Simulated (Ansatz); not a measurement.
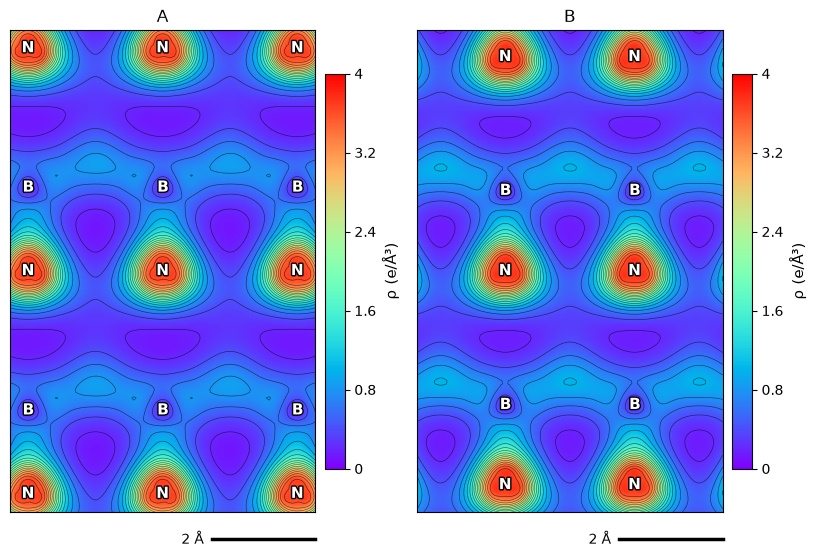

BN. The valence charge density (pseudo) of two cells that differ in size, on the (010) plane of each (indices in the axes of the calculation cell), at one length scale and on one colour scale: A has 6.3 Å³ an atom and B 5.6.

These are results of Ansatz, Kohn-Sham DFT of a periodic cell, PBE, Ansatz PAW, not measurements.

The density is the valence pseudo-density of a PAW calculation; it isn't the true density close to the nuclei.

The larger cell:

```
CELL_PARAMETERS angstrom
2.60403 0.00000 0.00000
-1.30201 2.25516 0.00000
0.00000 0.00000 4.30976
ATOMIC_POSITIONS crystal
N 0.33333 0.66667 0.12528
N 0.66667 0.33333 0.62528
B 0.33333 0.66667 0.49972
B 0.66667 0.33333 0.99972
```

The smaller cell: a = 2.502 Å, b = 2.502 Å, c = 4.141 Å, α = 90.00°, β = 90.00°, γ = 120.00°.

Q: What does the compression do to the bonding and the properties?

A: From the larger cell to the smaller, B–N goes from 1.61 to 1.55 Å, and the density at its midpoint from 1.3 to 1.5 e/Å³; the pressure goes from −19 to 26 GPa; the Kohn–Sham gap goes from 5.3 eV to 5.1 eV.
